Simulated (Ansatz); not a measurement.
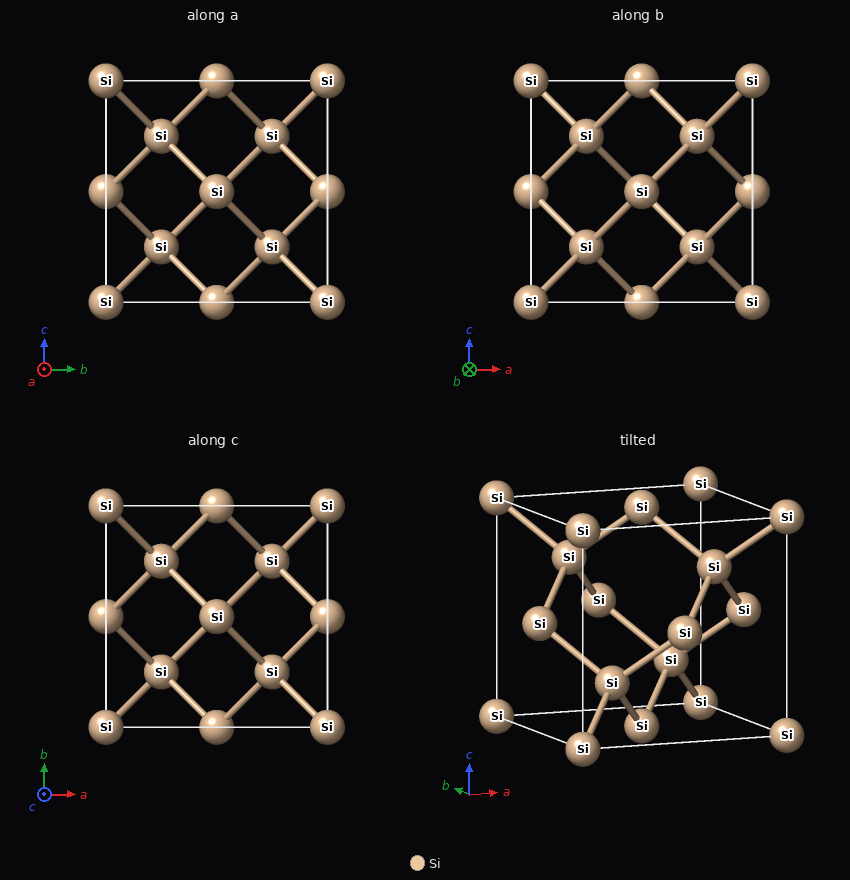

This ball-and-stick model is shown along the a axis, along the b axis, along the c axis and slightly off an axis. The lines enclose the conventional unit cell; boundary atoms appear with their images.

Lattice parameters: a = 5.4442 Å, b = 5.4442 Å, c = 5.4442 Å, α = 90.000°, β = 90.000°, γ = 90.000°.

### Express the structure as a CIF in P1 with every atom of the cell.

```cif
data_structure
_symmetry_space_group_name_H-M 'P 1'
_symmetry_Int_Tables_number 1
_cell_length_a 5.4442
_cell_length_b 5.4442
_cell_length_c 5.4442
_cell_angle_alpha 90.000
_cell_angle_beta 90.000
_cell_angle_gamma 90.000
_cell_volume 161.37
loop_
_atom_site_label
_atom_site_type_symbol
_atom_site_fract_x
_atom_site_fract_y
_atom_site_fract_z
_atom_site_occupancy
Si1 Si 0.0000 0.0000 0.0000 1
Si2 Si 0.2500 0.7500 0.7500 1
Si3 Si 0.0000 0.5000 0.5000 1
Si4 Si 0.2500 0.2500 0.2500 1
Si5 Si 0.5000 0.0000 0.5000 1
Si6 Si 0.7500 0.7500 0.2500 1
Si7 Si 0.5000 0.5000 0.0000 1
Si8 Si 0.7500 0.2500 0.7500 1
```

The cell started as a structure type filled with this element by a generator (whether the element takes this form wasn't checked). Earlier steps of the study may have refined or changed the cell and positions. It went into a calculation with Ansatz.
